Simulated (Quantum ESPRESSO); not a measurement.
**BP (F-43m): the LO frequency by hand**

How high does the longitudinal optical mode of BP (F-43m) lie, given the transverse one, the Born charge and ε∞?

Program: Quantum ESPRESSO 7.5. Level of theory: DFT LDA, scalar-relativistic, plane waves, PseudoDojo norm-conserving pseudopotentials. Results are calculated unless marked as measured.

## Step 1: The relaxed structure

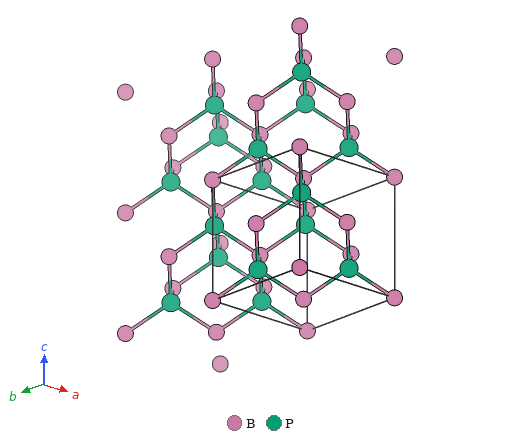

The starting structure, seen from a free direction (boron pink, phosphorus teal). 1×2×2 cells are drawn. This picture shows the conventional cell, with its axes. Bonds to atoms that aren't drawn are left out. Some periodic images of atoms are drawn too.

Coordinates:

```cif
data_structure
_symmetry_space_group_name_H-M 'P 1'
_symmetry_Int_Tables_number 1
_cell_length_a 3.1727
_cell_length_b 3.1727
_cell_length_c 3.1727
_cell_angle_alpha 60.000
_cell_angle_beta 60.000
_cell_angle_gamma 60.000
_cell_volume 22.58
loop_
_atom_site_label
_atom_site_type_symbol
_atom_site_fract_x
_atom_site_fract_y
_atom_site_fract_z
_atom_site_occupancy
B1 B 0.00000 0.00000 0.00000 1
P2 P 0.25000 0.25000 0.25000 1
```

This is the cell after its relaxation at this level of theory, not the database cell from which that began.

## Step 2: What the response run gave

A linear-response run on the relaxed cell, with the response to an electric field; only its zone-centre results are used. Cutoff 76 Ry, k mesh 12×12×12.

The program printed:

```text
[banners, grids, parts of the stress and lines that vanish by symmetry left out]
Program PHONON v.7.5
     Reading xml data from directory:

[...]
Exchange-correlation= PW
                           (   1   4   0   0   0   0   0)
[...]
kinetic-energy cut-off    =      76.0000  Ry
     charge density cut-off    =     304.0000  Ry
     convergence threshold     =      1.0E-18
[...]
Exchange-correlation= PW
                           (   1   4   0   0   0   0   0)
[...]
q = (   0.0000000   0.0000000   0.0000000 )
     25 Sym.Ops. (with q -> -q+G )
     G cutoff =  276.7946  (  13635 G-vectors)     FFT grid: ( 36, 36, 36)
     number of k points=    72
[...]
Mode symmetry, T_d (-43m)  point group:
[...]
Dielectric constant
[...]
End of electric fields calculation
          Dielectric constant in cartesian axis
          (       9.159321264      -0.000000000       0.000000000 )
          (      -0.000000000       9.159321264       0.000000000 )
          (      -0.000000000       0.000000000       9.159321264 )
          Effective charges (d Force / dE) in cartesian axis without acoustic sum rule applied (asr)
           atom    1  B     Mean Z*:       -0.64571
      Ex  (       -0.64571       -0.00000       -0.00000 )
      Ey  (       -0.00000       -0.64571       -0.00000 )
      Ez  (       -0.00000       -0.00000       -0.64571 )
           atom    2  P     Mean Z*:        0.64207
      Ex  (        0.64207       -0.00000        0.00000 )
      Ey  (        0.00000        0.64207        0.00000 )
      Ez  (       -0.00000        0.00000        0.64207 )
          Effective charges Sum: Mean:       -0.00364
[...]
Effective charges (d Force / dE) in cartesian axis with asr applied:
           atom    1  B     Mean Z*:       -0.64389
[...]
atom    2  P     Mean Z*:        0.64389
[...]
Representation #   1 modes #   1   2   3
[...]
End of self-consistent calculation
     Convergence has been achieved
     Representation #   2 modes #   4   5   6
[...]
End of self-consistent calculation
     Convergence has been achieved
[...]
Dielectric constant in cartesian axis
          (       9.159321264      -0.000000000       0.000000000 )
          (      -0.000000000       9.159321264       0.000000000 )
          (      -0.000000000       0.000000000       9.159321264 )
          Effective charges (d Force / dE) in cartesian axis without acoustic sum rule applied (asr)
           atom    1  B     Mean Z*:       -0.64571
      Ex  (       -0.64571       -0.00000       -0.00000 )
      Ey  (       -0.00000       -0.64571       -0.00000 )
      Ez  (       -0.00000       -0.00000       -0.64571 )
           atom    2  P     Mean Z*:        0.64207
      Ex  (        0.64207       -0.00000        0.00000 )
      Ey  (        0.00000        0.64207        0.00000 )
      Ez  (       -0.00000        0.00000        0.64207 )
          Effective charges Sum: Mean:       -0.00364
[...]
Effective charges (d Force / dE) in cartesian axis with asr applied:
           atom    1  B     Mean Z*:       -0.64389
[...]
atom    2  P     Mean Z*:        0.64389
[...]
q = (    0.000000000   0.000000000   0.000000000 )
[...]
freq (    1) =      -0.015715 [THz] =      -0.524181 [cm-1]
     freq (    2) =      -0.015715 [THz] =      -0.524181 [cm-1]
     freq (    3) =      -0.015715 [THz] =      -0.524181 [cm-1]
     freq (    4) =      24.623570 [THz] =     821.353893 [cm-1]
     freq (    5) =      24.623570 [THz] =     821.353893 [cm-1]
     freq (    6) =      24.623570 [THz] =     821.353893 [cm-1]
[...]
Mode symmetry, T_d (-43m)  point group:
     freq (   1-   3) =         -0.5  [cm-1]   --> T_2  G_15 P_4   I+R
     freq (   4-   6) =        821.4  [cm-1]   --> T_2  G_15 P_4   I+R

   JOB DONE.
```

```tsv
quantity	value
cell volume Ω (Å³)	22.582
mass of B (u)	10.810
mass of P (u)	30.974
Born charge of B, raw (e)	-0.646
Born charge of P, raw (e)	0.642
ε∞	9.159
ω(TO) after the sum rule (cm⁻¹)	821.4
```

## Step 3: The calculation

The charges must sum to zero over the cell; taking off their mean, -0.002 e, leaves Z* = -0.644 e on B. In the polar mode B moves against P, so the reduced mass is μ = 10.81 × 30.97 / 41.78 = 8.013 u.

A longitudinal wave builds up a field that adds to the restoring force: ω(LO)² = ω(TO)² + 4π Z*² / (μ Ω ε∞), in Hartree atomic units. With μ = 14607 electron masses and Ω = 152.39 bohr³ the second term is 2.5554e-07 Ha², or 12309 cm⁻² (1 Ha = 219474.6 cm⁻¹).

So ω(LO) = √(674616 + 12309) = 828.8 cm⁻¹, and by the Lyddane-Sachs-Teller relation ε₀ = ε∞ (ω(LO)/ω(TO))² = 9.33.

## Step 4: Check against the program

The analysis program adds the same non-analytic term to the full matrix, here for q along (1 0 0).

The program printed:

```text
[banner, memory and clock lines left out]
Program DYNMAT v.7.5

     Reading Dynamical Matrix from file g.dyn
     ...Force constants read
     ...epsilon and Z* read

     Polarizability (A^3 units)
     multiply by 0.268834 for Clausius-Mossotti correction
        14.662171   -0.000000   -0.000000
        -0.000000   14.662171    0.000000
         0.000000    0.000000   14.662171

     IR activities are in (D/A)^2/amu units

# mode   [cm-1]    [THz]      IR
    1     -0.00   -0.0000    0.0000
    2      0.00    0.0000    0.0000
    3      0.00    0.0000    0.0000
    4    821.35   24.6236    1.1937
    5    821.35   24.6236    1.1937
    6    828.81   24.8472    1.1937
```

ε₀ comes from the program's run without a direction of q.

```tsv
quantity	by hand	program
ω(LO) (cm⁻¹)	828.8	828.8
ε₀	9.33	9.33
```

## Step 5: What came out

* TO mode: 821.4 cm⁻¹
* LO mode: 828.8 cm⁻¹
* static dielectric constant: 9.326

**Reading.** The LO mode of BP (F-43m) lies at 829 cm⁻¹, 7 cm⁻¹ above the TO mode; the formula meets the program within 0.1 cm⁻¹, as it must for a cubic crystal with one polar mode. ω(LO)² − ω(TO)² goes with Z*²/ε∞: an error of 5 % in ε∞ would move the LO mode by 0.4 cm⁻¹, and semilocal functionals tend to overestimate ε∞. These are harmonic values at zero temperature, at the volume of this functional, for the structure held cubic; stability elsewhere in the zone is no part of this calculation.

[Host names and launcher messages were left out of these logs when they were recorded.]

[Logs are printed without paths, hosts, clocks, repeated set-up lines and the standing remarks that a program may print on its own settings, such as how far it seeks lower states.]

[Hosts, paths, dates, database ids (printed as entryN), source tags and the programs' standing remarks are cut or masked in the printed files.]
